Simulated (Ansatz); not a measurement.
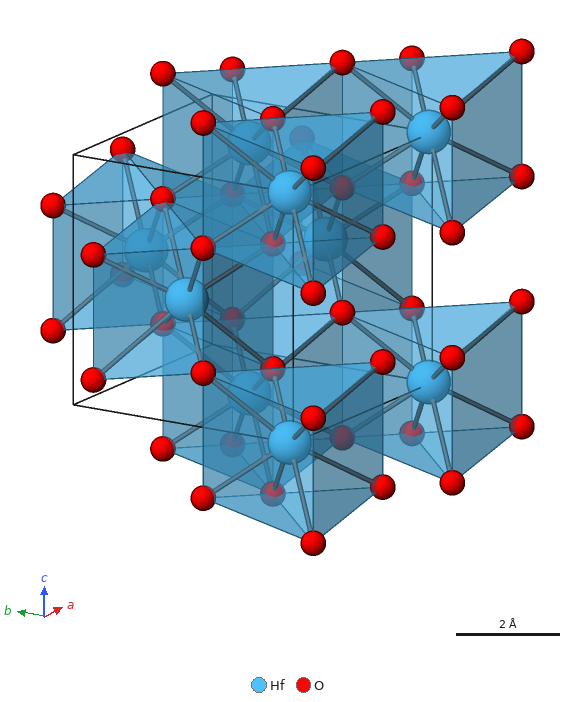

Figure 1. The structure (polyhedral view of the cell 2 times as large as that of the calculation, set on its symmetry axes, seen at an oblique angle; polyhedra are completed across the faces of the cell). An atom can appear more than once, as a periodic image.

**Single-point calculation, with input and output: HfO2**

- system: HfO2 (6 atoms in the cell)
- method: DFT PBE, scalar-relativistic, plane waves, PAW, PAW set soft_1, no spin polarisation (Ansatz 0.2.0)

The structure derives from an entry of the Crystallography Open Database. Figures and captions count atoms from 1; the log counts them from 0 in places.

### The input
```yaml
crystal:
  lattice:
    - [0.0, -2.5489194559, -2.5489194559]
    - [0.0, 2.5489194559, -2.5489194559]
    - [5.0978389119, 0.0, 0.0]
  atoms:
    - { symbol: Hf, position: [0.5154182981, 0.4845817019, 0.5] }
    - { symbol: Hf, position: [-0.0154182981, 0.0154182981, 0.0] }
    - { symbol: O, position: [0.0001124678, 0.5001124678, 0.698095653] }
    - { symbol: O, position: [0.4998875322, -0.0001124678, 0.301904347] }
    - { symbol: O, position: [0.0001124678, 0.5001124678, 0.198095653] }
    - { symbol: O, position: [0.4998875322, -0.0001124678, 0.801904347] }
basis:
  ecutwfc: 520.0
kpoints:
  mp_grid: { grid: [6, 6, 6] }
hamiltonian:
  xc: pbe
  pseudopotentials: { kind: paw, azcp: { folder: soft_1 } }
scf:
  occupations: { method: gaussian, width: 0.05 }
output:
  forces: true
  stress: true
  eigenvalues: true
  write_density: true
  write_potential: true
  elf: true
  volumetric_format: npy
```

Run on 2 threads of Arm Neoverse N1, 98 GiB of memory available, shared host.

Run as:
```bash
ansatz run input.yaml --threads 2 --pin off --max-ram 4096MiB --backend cpu --events-out ev --progress --plain --runs-dir out
```

### What the program printed
```
Engine: ansatz 0.2.0, aarch64-unknown-linux-gnu
Pseudopotentials: kind: paw
Pseudopotential: Hf, paw, valence charge 26, recommended cutoff 420 eV (normal), [file]
Pseudopotential: O, paw, valence charge 6, recommended cutoff 420 eV (normal), [file]
Functional definition: PBE
  parameter kappa = 0.804
  parameter beta = 0.06672455060314922
  exchange = pbe_x(kappa = kappa, mu = beta*pi^2/3)
  correlation = pbe_c(beta = beta)
Crystal: 6 atoms, lattice volume = 66.241 Å³
Basis set: ecut = 520 eV, 1787 PW (Γ), exchange–correlation on 54×54×80 points (8 copies of the dense FFT grid, shifted against one another)
Bands: 46, of which v1, the nominal top of the filled ones, is band 38 counted from 1 (37 counted from 0)
Symmetry: 4 space group operations
Space group: C2/c (ITA 15), of the structure as read, at distance tolerance 4.0e-5 Å
k-points: 68 of 216
Non-local potential: Hf, projectors of the file, l = 0: 3, l = 1: 2, l = 2: 2, l = 3: 3
Non-local potential: O, projectors of the file, l = 0: 2, l = 1: 2, l = 2: 1
PAW form: soft (Blöchl's): semilocal exchange-correlation on the pseudo side does not see the compensation charge
PAW one-centre angular grid: Hf, 590 points (default); XC on 64 Gauss nodes
PAW one-centre angular grid: O, 110 points (default); XC on 64 Gauss nodes
Initial density: superposition of atomic densities (chi_scale 0.1, normalization cell, long waves kept (reshape's long-wave potential 0.00 eV rms))
Initial wavefunctions: pseudopotential atomic-orbital guess
Functional: x = pbe(κ = 0.804, μ = 0.2195149727645171), c = pbe(β = 0.06672455060314922)
SCF iter   1: F=—  HF=-33725.781237 eV  |F-HF|=—  |Δ(HF+E_count)|=         —  Δρ=8.78e-2  dr2=3.92e0  ethr=3.10e-3  ⟨swp⟩=5.7  Hψ=9796  notcnv=0
preconditioner: auto → Resta (q_TF=auto, 2.792 Å⁻¹)  ε∞=5.0  [insulator: Δε(μ)=3.743 eV  Ē_g=19.337 eV  σ=0.050 eV  W_gap=1.00  n_scr=28 (ndim 8)  ℏωp=38.7 eV  f_vac=0.001  D(μ)=0.00/eV (n_scr^D=0)  ε∞_Penn≈5.0]
SCF iter   2: F=—  HF=-33724.918632 eV  |F-HF|=—  |Δ(HF+E_count)|=   8.63e-1  Δρ=4.37e-2  dr2=1.08e0  ethr=3.10e-3  ⟨swp⟩=2.0  Hψ=6388  notcnv=0  defer=248
SCF iter   3: F=—  HF=-33724.716725 eV  |F-HF|=—  |Δ(HF+E_count)|=   2.02e-1  Δρ=2.16e-2  dr2=2.68e-1  ethr=1.41e-3  ⟨swp⟩=2.0  Hψ=5212  notcnv=0  defer=248
SCF iter   4: F=—  HF=-33724.590214 eV  |F-HF|=—  |Δ(HF+E_count)|=   1.27e-1  Δρ=7.90e-3  dr2=3.07e-2  ethr=3.52e-4  ⟨swp⟩=2.8  Hψ=5861  notcnv=0  defer=248
SCF iter   5: F=—  HF=-33724.611141 eV  |F-HF|=—  |Δ(HF+E_count)|=   2.09e-2  Δρ=3.69e-3  dr2=8.11e-3  ethr=4.04e-5  ⟨swp⟩=2.0  Hψ=5056  notcnv=0  defer=248
SCF iter   6: F=—  HF=-33724.609865 eV  |F-HF|=—  |Δ(HF+E_count)|=   1.28e-3  Δρ=8.16e-4  dr2=4.37e-4  ethr=1.07e-5  ⟨swp⟩=2.0  Hψ=5460  notcnv=0  defer=248
SCF iter   7: F=—  HF=-33724.610949 eV  |F-HF|=—  |Δ(HF+E_count)|=   1.08e-3  Δρ=5.05e-4  dr2=1.40e-4  ethr=5.75e-7  ⟨swp⟩=2.0  Hψ=5494  notcnv=0  defer=247
SCF iter   8: F=—  HF=-33724.611086 eV  |F-HF|=—  |Δ(HF+E_count)|=   1.37e-4  Δρ=8.34e-5  dr2=2.87e-6  ethr=1.85e-7  ⟨swp⟩=2.0  Hψ=4997  notcnv=0  defer=247
SCF iter   9: F=—  HF=-33724.611126 eV  |F-HF|=—  |Δ(HF+E_count)|=   3.92e-5  Δρ=1.90e-5  dr2=1.30e-7  ethr=3.78e-9  ⟨swp⟩=2.0  Hψ=5696  notcnv=0  defer=247
SCF iter  10: F=-33724.611126 eV  HF=-33724.611126 eV  |F-HF|=4.16e-9  |Δ(HF+E_count)|=   2.26e-7  Δρ=2.88e-6  dr2=3.12e-9  ethr=1.32e-10  ⟨swp⟩=15.0  Hψ=25808  notcnv=0
SCF 1 converged in 10 iterations: F = -33724.611126 eV  dr2 = 3.12e-9
  greatest PAW one-centre occupation: 0.999 electrons in one spin orbital (limit 2), on the Hf atom at site 1 (counted from 0), in its partial waves of l = 0
```

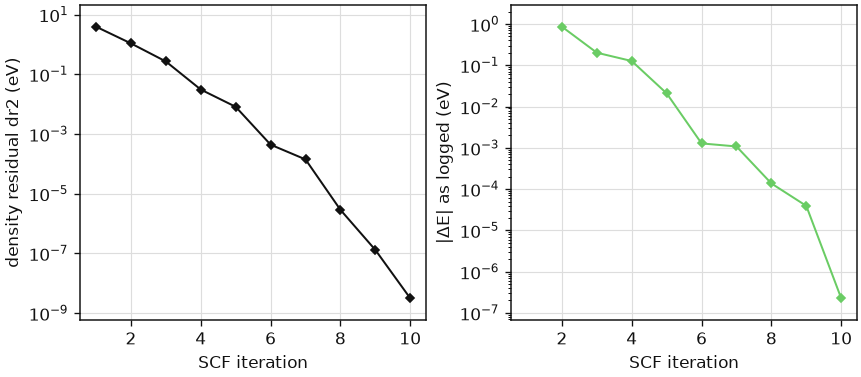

Figure 2. Convergence of the self-consistent field: density residual dr2 and size of the energy change against the SCF iteration. The residual falls at every step.

```
SCF converged after 10 iterations
Free energy (F): -33724.611126 eV
Harris-Foulkes:  -33724.611126 eV  (|F-HF|=4.16e-9)
Internal energy: -33724.611126 eV  (E = F + TS)
E sigma→0 (E₀):  -33724.611126 eV
Fermi energy:    16.155032 eV
--- Per-component energies (eV) ---
  E_band       = -11.474982
  E_kinetic    = 1488.083356
  E_local      = -14136.952250  (includes V_loc(G=0)·N_el)
  E_nonlocal   = 339.012710
  E_hartree    = 6738.107892
  E_xc         = -820.165149
  E_vxc        = -876.224587  (∫ρ·V_xc dr)
  E_paw        = -16051.966424  (= ΣΔE_a)
  E_vpaw       = -301.613462  (= ΣTr[D̂ρ^β])
  E_aug_tail   = 0.000978  (compensation charges beyond the density's cutoff)
  E_ewald      = -11280.732238
  E_smearing   = -0.000000  (= −TS)
  E_closure    = -0.000000  (closes the sum)
  Σ components = -33724.611126   (vs F -33724.611126, Δ=0.00e0)
--- Forces (eV/Å), atoms counted from 1 ---
  atom   1  Hf     0.00000000     0.85512663     0.00000000
  atom   2  Hf     0.00000000    -0.85512663     0.00000000
  atom   3  O      0.18721562    -0.46952710    -0.20908279
  atom   4  O     -0.18721562    -0.46952710     0.20908279
  atom   5  O      0.18721562     0.46952710    -0.20908279
  atom   6  O     -0.18721562     0.46952710     0.20908279
  max |Σ_I F_I| component: 5.55e-17 eV/Å
--- Stress (GPa, compression-positive) ---
       12.860853       0.000000      -4.835819
        0.000000       4.049883       0.000000
       -4.835819       0.000000       3.937988
  P = ⅓ Tr σ = 6.9496 GPa (69.496 kbar)
--- Band table (eV; the first three rows and the last of 68) ---
  k-point 0: bands = ["-46.4650", "-46.4471", "-15.5025", "-15.1373", "-15.1274", "-15.0795", "-15.0142", "-15.0100", "-4.2659", "-2.7360", "-2.2703", "-1.8424", "3.6710", "3.6727", "3.6748", "3.6826", "3.6860", "3.7014", "3.7094", "3.7180", "3.7181", "3.7244", "3.7317", "3.7362", "3.7404", "3.8987", "8.4431", "9.0405", "9.2631", "9.2754", "11.1041", "11.1354", "12.4385", "12.4829", "13.3620", "13.5701", "13.6097", "13.8550", "18.3912", "18.4805", "19.5431", "20.0074", "20.4533", "21.5150", "22.7741", "22.8819"]
  k-point 1: bands = ["-46.4638", "-46.4483", "-15.4767", "-15.1381", "-15.1201", "-15.0995", "-15.0220", "-15.0199", "-4.1493", "-2.6799", "-2.4374", "-1.8969", "3.6721", "3.6737", "3.6753", "3.6837", "3.6870", "3.7030", "3.7147", "3.7168", "3.7196", "3.7240", "3.7289", "3.7319", "3.7346", "3.8793", "8.7047", "9.3141", "9.3329", "9.3549", "10.8503", "10.8704", "12.6570", "12.6837", "12.9045", "13.4119", "13.5949", "13.6329", "18.4817", "18.6388", "19.5941", "19.8751", "20.7658", "21.9195", "22.8207", "22.9163"]
  k-point 2: bands = ["-46.4606", "-46.4516", "-15.4046", "-15.1982", "-15.0999", "-15.0980", "-15.0431", "-15.0430", "-3.8232", "-2.8491", "-2.5225", "-2.0643", "3.6748", "3.6762", "3.6791", "3.6859", "3.6884", "3.7065", "3.7084", "3.7127", "3.7159", "3.7208", "3.7285", "3.7303", "3.7448", "3.8335", "9.3920", "9.5366", "9.6107", "10.0858", "10.3793", "10.3929", "11.8110", "12.3819", "12.9797", "12.9929", "13.6473", "13.6698", "18.7393", "19.0473", "19.5369", "19.6684", "21.4290", "22.7696", "23.0255", "23.0286"]
  k-point 67: bands = ["-46.4467", "-46.4467", "-15.3581", "-15.3581", "-15.3415", "-15.3415", "-15.1685", "-15.1685", "-2.3269", "-2.3269", "-2.3120", "-2.3120", "3.6678", "3.6678", "3.6747", "3.6747", "3.6849", "3.6849", "3.6881", "3.6881", "3.6964", "3.6964", "3.7415", "3.7415", "3.7427", "3.7427", "9.3390", "9.3390", "9.3725", "9.3725", "11.9193", "11.9193", "11.9513", "11.9513", "12.2914", "12.2914", "13.6765", "13.6765", "19.6139", "19.6139", "20.1326", "20.1326", "21.0753", "21.0753", "21.1469", "21.1469"]
```

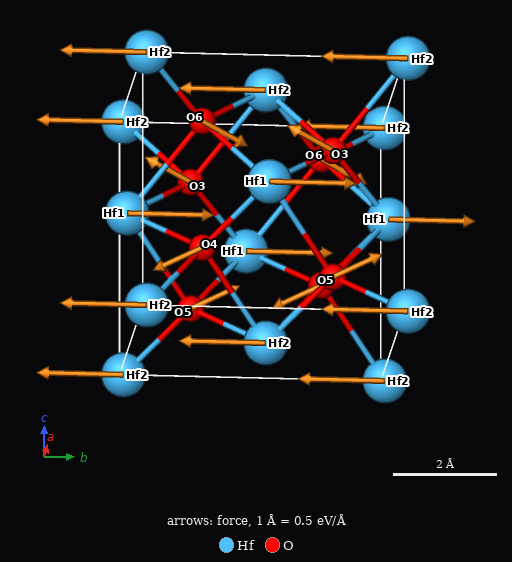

Figure 3. Forces on the atoms as orange arrows (ball-and-stick view of the cell 2 times as large as that of the calculation, set on its symmetry axes, seen at an oblique angle; atoms are numbered from 1 in the order of the input). The largest act on Hf1, Hf2 (0.86 eV/Å); all 4 O atoms (0.55 eV/Å). The geometry is not a stationary point of this energy.

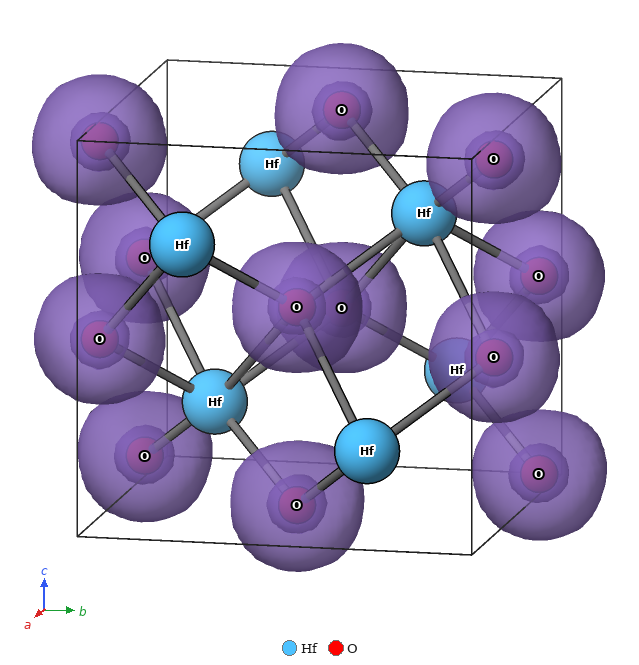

Figure 4. Isosurface of the electron localisation function at 0.7 (purple), seen slightly off an axis. Only the valence region is drawn (cores and ρ < 0.01 e/Å³ removed). Sticks mark near contacts. The outline is the cell set on symmetry axes. Values along the shortest contacts: Hf–O (2.02 Å): the ELF peaks at about 0.85 in the valence shell of O, 0.6 Å from its nucleus, and drops to about 0.20 between the two atoms. Hf–O (2.12 Å): the ELF peaks at about 0.85 in the valence shell of O, 0.6 Å from its nucleus, and drops to about 0.20 between the two atoms. The fields are those of the smooth PAW valence density.

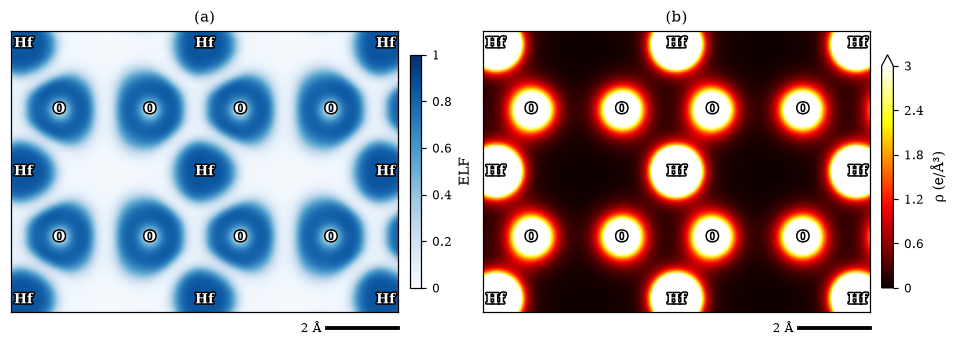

Figure 5. (a) ELF; (b) valence charge density (pseudo) on the (110) plane of the conventional cell. The section cuts through Hf and O sites. Hf–O (2.02 Å): the density is about 0.82 e/Å³ at the midpoint; the ELF peaks at about 0.85 in the valence shell of O, 0.6 Å from its nucleus, and drops to about 0.20 between the two atoms. Hf–O (2.12 Å): ρ is about 0.65 e/Å³ halfway; the ELF peaks at about 0.85 in the valence shell of O, 0.6 Å from its nucleus, and drops to about 0.20 between the two atoms. Hf–O (2.33 Å): ρ is about 0.39 e/Å³ halfway; the ELF peaks at about 0.85 in the valence shell of O, 0.6 Å from its nucleus, and drops to about 0.10 between the two atoms. Away from the nuclei the density in this plane falls to 0.02 e/Å³ at its lowest. The strong features right at Hf lie inside the PAW spheres (semicore, d or f shells) and say nothing about bonding.

### Key numbers

| quantity | value |
| --- | --- |
| outcome | converged |
| space group (tolerance 0.01 Å) | C2/c (15) |
| electrons treated | 76 |
| free energy | −33724.6111 eV |
| Fermi energy | 16.155 eV |
| gap on the k-point mesh | 4.47 eV |
| pressure | 6.95 GPa |
| largest force (length of the vector) | 0.855 eV/Å |
| wall time | 24 s (CPU time 48 s) |
| peak memory | 0.48 GiB |

### Notes

Spin–orbit coupling is left out, which matters for Hf.
